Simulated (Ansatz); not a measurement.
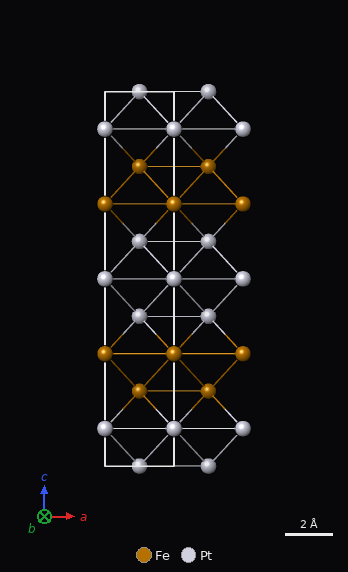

This is the input geometry for a relaxation of solid Fe$_{2}$Pt$_{3}$ (a generated structure, set up in Fmmm) (coarse preliminary run). The picture is a ball-and-stick view of the conventional cell (2 times the calculation's cell), repeated 2 × 1 × 1 with one cell outlined, seen along the b axis. Lengths and directions refer to the drawn axes.

Theory: DFT PBE, scalar-relativistic, plane waves, PAW (Ansatz).

The input:
```yaml
crystal:
  lattice:
    - [0.0, 2.11183647, 8.05162893]
    - [2.08672631, 0.0, 8.05162893]
    - [2.08672631, 2.11183647, 0.0]
  atoms:
    - { symbol: Fe, position: [0.7, 0.7, 0.3], spin: 4.0 }
    - { symbol: Fe, position: [0.3, 0.3, 0.7], spin: 4.0 }
    - { symbol: Pt, position: [0.1, 0.1, 0.9] }
    - { symbol: Pt, position: [0.5, 0.5, 0.5] }
    - { symbol: Pt, position: [0.9, 0.9, 0.1] }
basis:
  ecutwfc: 420
kpoints:
  mp_grid: { grid: [6, 6, 6] }
hamiltonian:
  xc: pbe
scf:
  occupations: { method: gaussian, width: 0.1 }
  lower_state_search: "off"
output:
  forces: true
  stress: true
  eigenvalues: true
  populations: true
magnetization:
  spin_polarized: true
relax:
  adjacent_minimum: "off"
  f_tol: 0.04
  max_steps: 70
  cell: { stress_tol: 0.4 }
```

Command:
```bash
ansatz run input.yaml --threads 4 --pin off --max-ram 8192MiB --backend cpu --events-out ev --progress --plain --runs-dir out
```

Question: Predict the outcome.

Answer: The largest moves relative to the cell, 0.22 Å, are those of Pt3 and Pt5. Pt3 goes along +c. Largest moves by element: Pt 0.22 Å, Fe 0.12 Å. The drawn cell changes as follows: a = b 2.969 → 2.767 Å (−6.8 %), c 16.103 → 18.686 Å (+16.0 %), γ 90.7° → 90.0°; the volume changes by +0.8 %. Among the contacts that change: Pt3–Pt4 2.636 → 2.860 Å, Pt3–Pt3 2.969 → 2.767 Å, Fe1–Fe1 2.969 → 2.767 Å, Fe1–Fe2 2.656 → 2.552 Å. The space group (tolerance 0.01 Å) goes from Fmmm (No. 69) to I4/mmm (No. 139). Over 10 accepted moves (13 points after the start) the energy falls by 1.073 eV per cell of the calculation. The largest force component goes from 2.7 to 0.033 eV/Å. The pressure goes from 10.21 to 0.05 GPa. The line search rejected the trial step at point 7 of the run. The SCF was repeated twice at an unchanged geometry on a basis and grid sized afresh for the cell, which shifted the energy by 23.0 meV per cell of the calculation at most. The run took 2.8 min on 4 threads of AMD EPYC (Zen 3), with other jobs on the host, peak memory 0.65 GiB.

The structure at the end:

```xyz
5
Lattice="0.0000 1.9566 9.3428 1.9566 0.0000 9.3428 1.9566 1.9566 0.0000" Properties=species:S:1:pos:R:3 pbc="T T T"
Fe    1.9566    1.9566   13.1953
Fe    1.9566    1.9566    5.4904
Pt    1.9566    1.9566    2.0863
Pt    1.9566    1.9566    9.3428
Pt    1.9566    1.9566   16.5993
```

The end point in the same view:

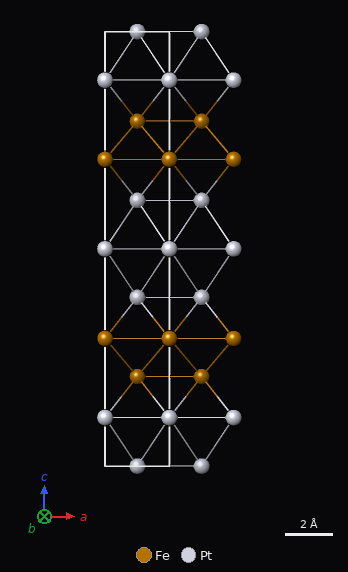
